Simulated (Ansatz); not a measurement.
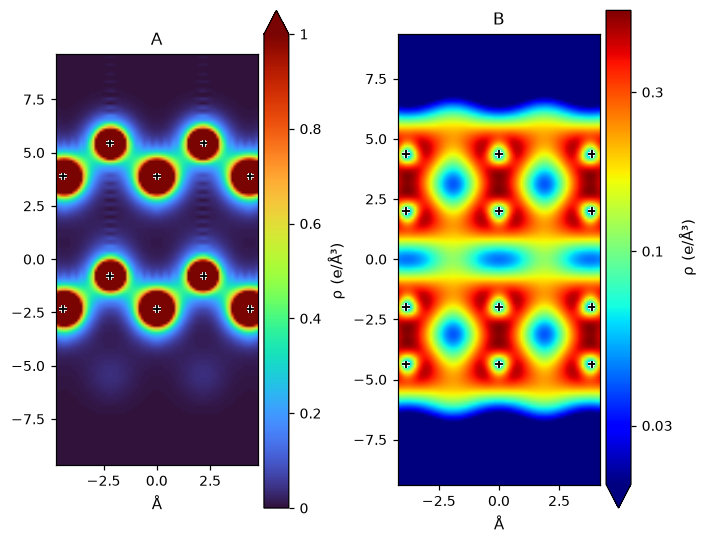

The valence electron density of 2 systems, each on a plane through atoms (crosses mark nuclei in the plane).

Computed with DFT PBE, scalar-relativistic, plane waves, PAW in Ansatz.

System 1: GaSb (slab), the (010) plane of the calculation cell, a cut from vacuum to vacuum. Not relaxed (largest force 0.5 eV/Å).

```xyz
8
Lattice="4.3938 0.0000 0.0000 0.0000 4.3938 0.0000 0.0000 0.0000 25.8742" Properties=species:S:1:pos:R:3 pbc="T T T"
Sb    0.0000    2.1969    7.4999
Ga    2.1969    2.1969    9.0534
Sb    2.1969    0.0000   10.6069
Ga    0.0000    0.0000   12.1604
Sb    0.0000    2.1969   13.7139
Ga    2.1969    2.1969   15.2673
Sb    2.1969    0.0000   16.8208
Ga    0.0000    0.0000   18.3743
```

System 2: Si (slab), the (100) plane of the calculation cell, a cut from vacuum to vacuum. Not relaxed (largest force 0.7 eV/Å).

```cif
data_structure
_symmetry_space_group_name_H-M 'P 1'
_symmetry_Int_Tables_number 1
_cell_length_a 3.8513
_cell_length_b 3.8513
_cell_length_c 25.3486
_cell_angle_alpha 90.000
_cell_angle_beta 90.000
_cell_angle_gamma 120.000
_cell_volume 325.61
loop_
_atom_site_label
_atom_site_type_symbol
_atom_site_fract_x
_atom_site_fract_y
_atom_site_fract_z
_atom_site_occupancy
Si1 Si 0.66667 0.33333 0.29587 1
Si2 Si 0.33333 0.66667 0.32748 1
Si3 Si 0.33333 0.66667 0.42142 1
Si4 Si 0.66667 0.33333 0.45303 1
Si5 Si 0.66667 0.33333 0.54697 1
Si6 Si 0.33333 0.66667 0.57858 1
Si7 Si 0.33333 0.66667 0.67252 1
Si8 Si 0.66667 0.33333 0.70413 1
```

> Match each panel to its system.

Panel A is system 1, GaSb: the plane holds Sb and Ga. Ga–Sb (2.69 Å): ρ is about 0.39 e/Å³ halfway. Panel B is system 2, Si: the plane holds Si. Si–Si (2.38 Å): the density is about 0.51 e/Å³ at the midpoint.
